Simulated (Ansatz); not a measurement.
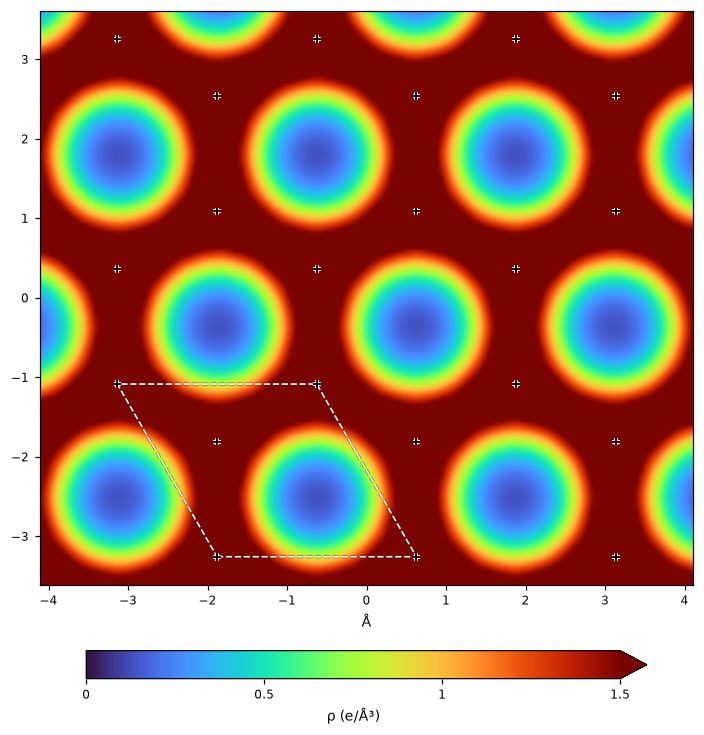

The valence charge density (pseudo) on a plane through atoms (crosses mark nuclei in the plane).

All numbers below come from DFT PBE, scalar-relativistic, plane waves, PAW in Ansatz 0.2.0.

Candidates:
A. C, a = 2.51 Å, b = 2.51 Å, c = 7.84 Å, α = 90.00°, β = 90.00°, γ = 120.00°. Space group P6/mmm; a structure from a database of computed crystals, not necessarily the ambient phase; computed pressure about −5 GPa in this cell.
B. N, a = 3.13 Å, b = 3.13 Å, c = 3.13 Å, α = 90.00°, β = 90.00°, γ = 90.00°. Space group P4₃32.

**Which candidate gave the map?**

Candidate A: C on the (001) plane of the conventional cell, which holds C. C–C (1.45 Å): ρ at the midpoint is about 1.9 e/Å³.
